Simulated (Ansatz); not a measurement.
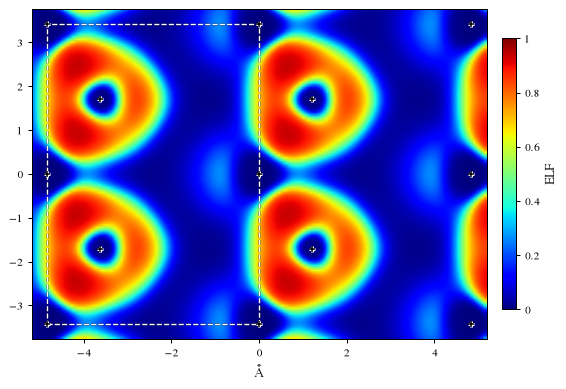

The ELF on a plane through atoms (crosses mark nuclei in the plane).

Theory: DFT PBEsol, scalar-relativistic, plane waves, PAW (Ansatz).

Candidates:
A. BeS, a = 4.84 Å, b = 4.84 Å, c = 4.84 Å, α = 90.00°, β = 90.00°, γ = 90.00°. Space group F-43m.
B. Zn, a = 2.59 Å, b = 2.59 Å, c = 4.90 Å, α = 90.00°, β = 90.00°, γ = 120.00°. Space group P6₃/mmc.

**Which candidate gave the map?**

Candidate A: BeS on the (101) plane of the conventional cell, which holds Be and S. Be–S (2.09 Å): the ELF peaks at about 0.95 between the atoms (a polar covalent bond).
